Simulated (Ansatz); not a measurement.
System: Rh.

```
Rh
1.0
    -1.50473    1.83095    1.34214
     1.83095   -1.50473    1.34214
     3.05904    3.05904   -0.74468
Rh
2
Direct
  0.66665 0.33335 0.75000
  0.33331 0.66669 0.25000
```

Space group P6₃/mmc; set up as Rh, beta-Sn type; a generated structure, not necessarily the stable one; the program warned that a starting moment wasn't kept; spin-polarised, but the moments vanished.

Method: DFT, PBE, plane waves (420 eV) with PAW, scalar-relativistic (Ansatz 0.2.0).

Predict the valence pseudo-density and electron localisation function between the atoms.

Rh–Rh (2.72 Å): ρ at the midpoint is about 0.35 e/Å³; the ELF is about 0.25 at the midpoint: no localised pair shows between them.

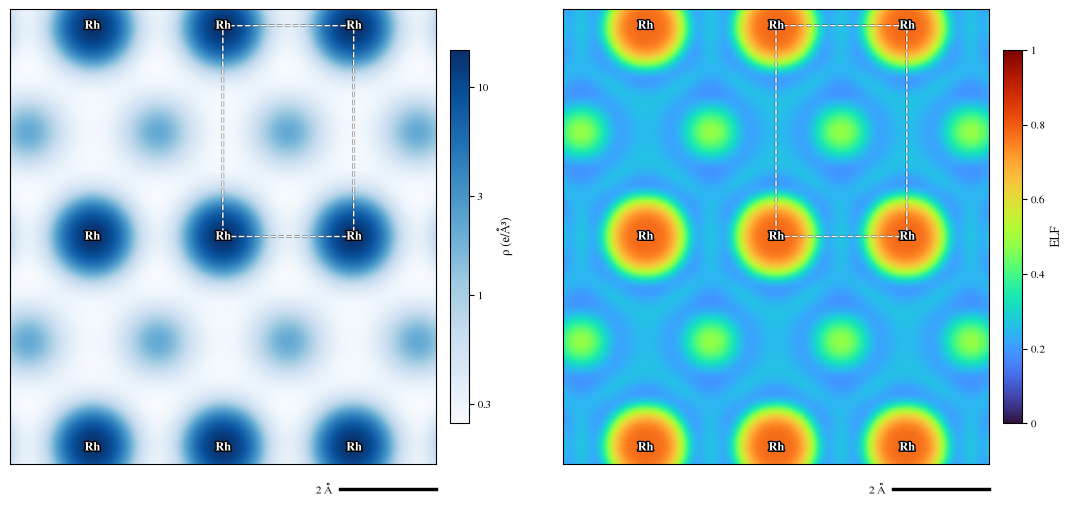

Computed valence pseudo-density and electron localisation function on the (010) plane of the conventional cell, in this order. Atoms just off the plane (Rh, 0.8 Å away) can leave unmarked features too.

In a PAW calculation such maps are meaningful between the atoms, not at the nuclei.
